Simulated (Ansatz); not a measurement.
Crystal: Ta, the geometry relaxed with DFT PBE, scalar-relativistic, plane waves, PAW in Ansatz 0.2.0.

```
Ta
1.0
     4.22329    0.00000    0.00000
     0.00000    4.22329    0.00000
     0.00000    0.00000    4.22329
Ta
4
Cartesian
  0.0000 0.0000 0.0000
  0.0000 2.1116 2.1116
  2.1116 0.0000 2.1116
  2.1116 2.1116 0.0000
```

Question: What does its first Brillouin zone look like, and which path through it is standard?

Answer: It has a face-centred cubic lattice (cF; extended symbol cF2). The zone is a truncated octahedron in its combinatorial type: 14 faces (6 with 4 edges, 8 with 6 edges), 36 edges, 24 vertices. Path: Γ–X–U | K–Γ–L–W–X.

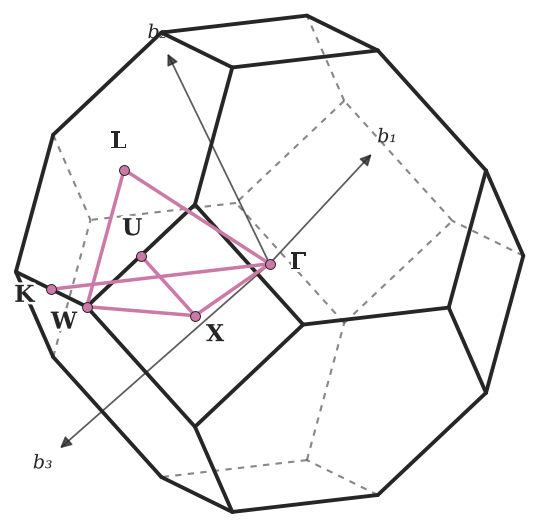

Labels and path follow the convention of Hinuma et al. (2017), as computed by seekpath; the arrows show the directions of the reciprocal primitive vectors b₁, b₂, b₃, in which coordinates are given; lengths include the factor 2π.

| point | k₁ | k₂ | k₃ | length of k (1/Å) |
| --- | --- | --- | --- | --- |
| Γ | 0 | 0 | 0 | 0.000 |
| X | 1/2 | 0 | 1/2 | 1.488 |
| L | 1/2 | 1/2 | 1/2 | 1.288 |
| W | 1/2 | 1/4 | 3/4 | 1.663 |
| K | 3/8 | 3/8 | 3/4 | 1.578 |
| U | 5/8 | 1/4 | 5/8 | 1.578 |
